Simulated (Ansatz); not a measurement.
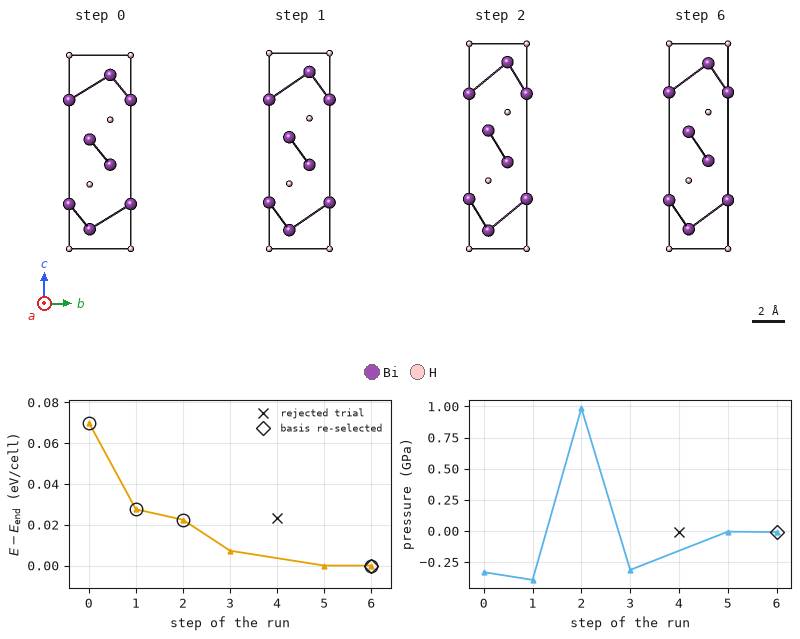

Frames of a relaxation of solid Bi2H (set up in R-3m) (coarse preliminary run), marked on the history of the run. The picture is a ball-and-stick view of the conventional cell (3 times the calculation's cell), seen along the a axis. Lengths and directions refer to the drawn axes.

Case: 1 H put on empty site 1 of 1 host cells, relaxed.

These are results of Ansatz 0.2.0, DFT r2SCAN, scalar-relativistic, plane waves, PAW, not measurements. Settings: plane-wave cutoff 500 eV; k-point mesh 6 × 6 × 6; occupations gaussian; smearing width 0.1 eV; no spin polarisation; cell and atoms relaxed; force threshold 0.0325 eV/Å; at most 70 steps.

Q: Describe the path.

A: The energy falls by 70.2 meV per cell of the calculation in 4 accepted moves (6 points after the start). Largest force component: 0.21 eV/Å at the start, 0.021 eV/Å at the end. The pressure goes from −0.33 to −0.01 GPa. The line search rejected the trial step at point 4 of the run. At 1 point the geometry stayed and the basis and grid were re-selected for the new cell (energy shift of less than 0.05 meV per cell of the calculation at most each time). The largest moves relative to the cell, 0.074 Å, are those of Bi atoms. H stays in place. Cell: a = b 4.537 → 4.329 Å (−4.6 %), c 12.350 → 13.090 Å (+6.0 %). Volume −3.5 %. Near-neighbour distances that change, for instance: Bi–Bi 3.072 → 3.108 Å. Bond angles that change, for instance: Bi–Bi–Bi 95.2° → 88.3°. The space group stays R-3m (No. 166). From step 0 to 1: Bi atoms move most (0.07 Å), volume −2.8 %, energy −42.6 meV per cell of the calculation. From step 1 to 2: Bi atoms move most (0.08 Å), volume −5.1 %, energy −5.1 meV per cell of the calculation. From step 2 to 6: Bi atoms move most (0.08 Å), volume +4.6 %, energy −22.5 meV per cell of the calculation.

| step | E − E(0), meV/atom | largest force component, eV/Å | pressure, GPa | volume, Å³/atom | note |
| --- | --- | --- | --- | --- | --- |
| 0 | 0.00 | 0.2100 | -0.33 | 24.465 |  |
| 1 | -14.19 | 0.0284 | -0.39 | 23.783 |  |
| 2 | -15.90 | 0.1066 | 0.99 | 22.560 |  |
| 3 | -20.96 | 0.1573 | -0.31 | 23.376 |  |
| 4 | -15.62 | 0.2757 | -0.01 | 24.096 | rejected |
| 5 | -23.39 | 0.0209 | -0.01 | 23.602 |  |
| 6 | -23.39 | 0.0207 | -0.01 | 23.602 | same geometry, new basis |
